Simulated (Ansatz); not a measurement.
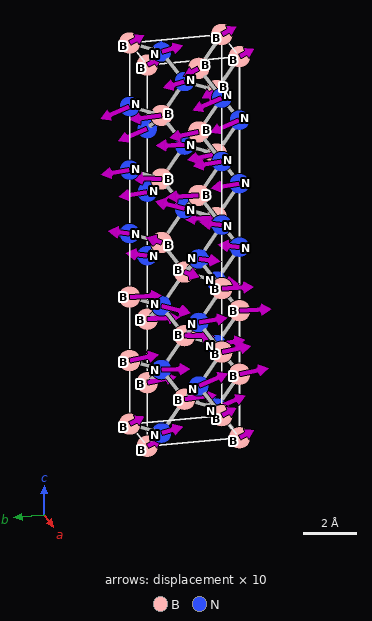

A relaxation of an interface cell of composition BN. The starting structure is drawn; purple arrows show the displacements (the part carried along by the change of the cell is left out), magnified 10 times.

Style: ball-and-stick. Shown: the cell of the calculation, from a free direction.

Case: antiphase boundary on (1 1 0), species swapped.

Method: DFT PBEsol, scalar-relativistic, plane waves, PAW in Ansatz 0.2.0. (plane-wave cutoff 420 eV; k-point mesh 10 × 6 × 2; occupations gaussian; smearing width 0.05 eV; no spin polarisation; cell relaxed at fixed a, b, alpha, beta, gamma; force threshold 0.02 eV/Å; at most 45 steps)

What did the optimiser do to the structure, and how much energy did it gain?

Answer. The energy falls by 0.793 eV per cell of the calculation in 5 accepted moves (6 points after the start). The largest force component goes from 1.6 to 0.004 eV/Å. Pressure: 5.88 GPa at the start and 2.16 GPa at the end. At 1 point the geometry stayed and the basis and grid were re-selected for the new cell (energy shift of 8.0 meV per cell of the calculation at most each time). The largest moves relative to the cell, 0.13 Å, are those of B atoms. By element the largest moves are B 0.13 Å, N 0.13 Å. The volume changes by +0.8 %, with a unchanged at 2.550 Å, b unchanged at 3.606 Å, c 15.298 → 15.425 Å (+0.8 %). Near-neighbour distances that change, for instance: B–B 1.561 → 1.692 Å, N–N 1.561 → 1.507 Å, B–N 1.561 → 1.577 Å, B–N 1.561 → 1.549 Å. Among the angles between lasting bonds that change: N–N–B 109.5° → 115.0°, N–N–B 109.5° → 106.6°, B–N–B 109.5° → 107.0°.
